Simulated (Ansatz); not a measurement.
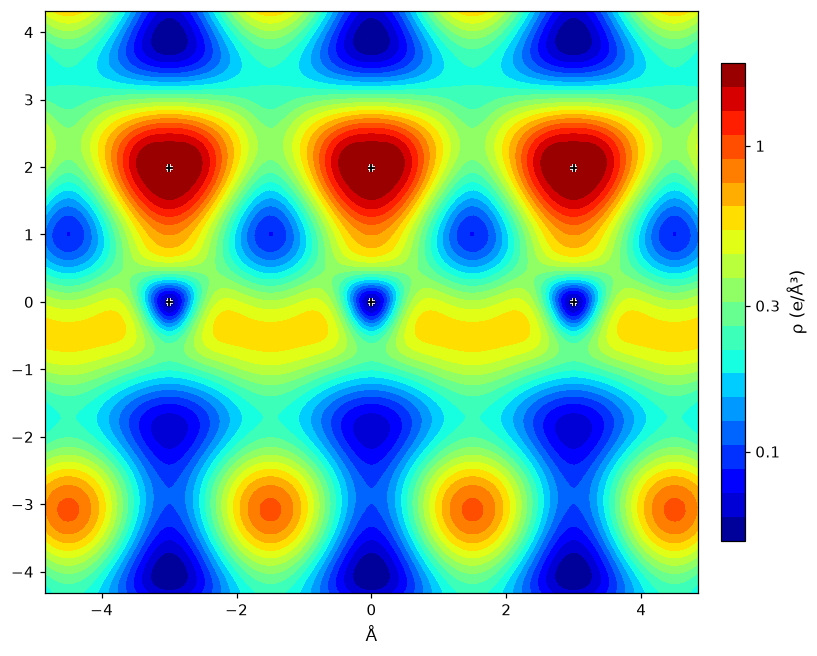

The valence pseudo-density on a plane through atoms (crosses mark nuclei in the plane).

The calculation used DFT PBE, scalar-relativistic, plane waves, PAW (Ansatz 0.2.0).

Candidates:
A. SnO, a = 5.47 Å, b = 5.48 Å, c = 10.22 Å, α = 90.00°, β = 90.00°, γ = 90.00°. Space group Cmce; a structure from a database of computed crystals, not necessarily the ambient phase.
B. SiC, a = 3.00 Å, b = 3.00 Å, c = 7.93 Å, α = 90.00°, β = 90.00°, γ = 120.00°. Space group R3m; not relaxed (largest force 0.5 eV/Å); computed pressure about 7 GPa in this cell.
C. Si$_{2}$W$_{3}$, a = 6.66 Å, b = 6.66 Å, c = 3.31 Å, α = 90.00°, β = 90.00°, γ = 90.00°. Space group P4/mbm; a structure from a database of computed crystals, not necessarily the ambient phase; changed on purpose from its base cell (strain +0.0050 x Voigt [1, 1, 0, 0, 0, 0], atoms carried along); computed pressure about −3 GPa in this cell.

### Which system is this?

Candidate B: SiC on the (100) plane of the conventional cell, which holds Si and C. Si–C (1.98 Å): ρ is about 0.76 e/Å³ halfway.
